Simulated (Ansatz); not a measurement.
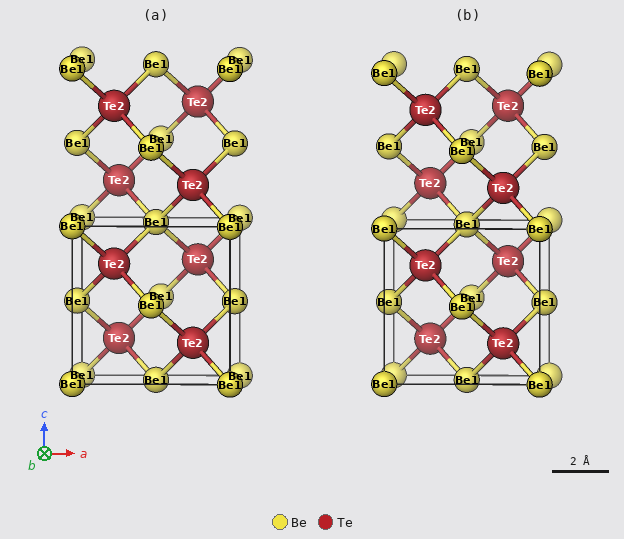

The structure of crystalline BeTe (set up in F-43m) before (left) and after (right) a relaxation, at one scale.

Style: ball-and-stick. Shown: the conventional cell (4 times the calculation's cell), repeated 1 × 1 × 2 with one cell outlined, from a free direction. Lengths and directions refer to the drawn axes.

Case: relaxed again under DFT PBE+D3(BJ), scalar-relativistic, plane waves, PAW.

All numbers below come from DFT PBE+D3(BJ), scalar-relativistic, plane waves, PAW in Ansatz 0.2.0.

The input:
```yaml
crystal:
  lattice:
    - [0.0, 2.8318743745, 2.8318743745]
    - [2.8318743745, 0.0, 2.8318743745]
    - [2.8318743745, 2.8318743745, 0.0]
  atoms:
    - { symbol: Be, position: [0.0, 0.0, 0.0] }
    - { symbol: Te, position: [0.25, 0.25, 0.25] }
basis:
  ecutwfc: 420
kpoints:
  mp_grid: { grid: [8, 8, 8] }
hamiltonian:
  xc: pbe
  dispersion: d3bj
scf:
  occupations: { method: gaussian, width: 0.02 }
output:
  forces: true
  stress: true
  eigenvalues: true
relax:
  adjacent_minimum: "off"
  f_tol: 0.005
  max_steps: 50
  cell: { stress_tol: 0.05 }
```

Run as
```bash
ansatz run input.yaml --threads 1 --pin off --max-ram 2560MiB --backend cpu --events-out ev --progress --plain --runs-dir out
```

Question: Describe what moved and what it gained.

Answer: Over 3 accepted moves (4 points after the start) the energy falls by 7.9 meV per atom. All forces vanish by symmetry, so only the cell relaxes. The pressure goes from −2.50 to 0.00 GPa. At 1 point the geometry stayed and the basis and grid were re-selected for the new cell (energy shift of 0.1 meV per atom at most each time). No atom moves by more than 0.005 Å relative to the cell. Cell: a = b = c 5.664 → 5.581 Å (−1.5 %). Volume −4.3 %. Some distances before and after: Be1–Te2 2.452 → 2.417 Å. The space group stays F-43m (No. 216).
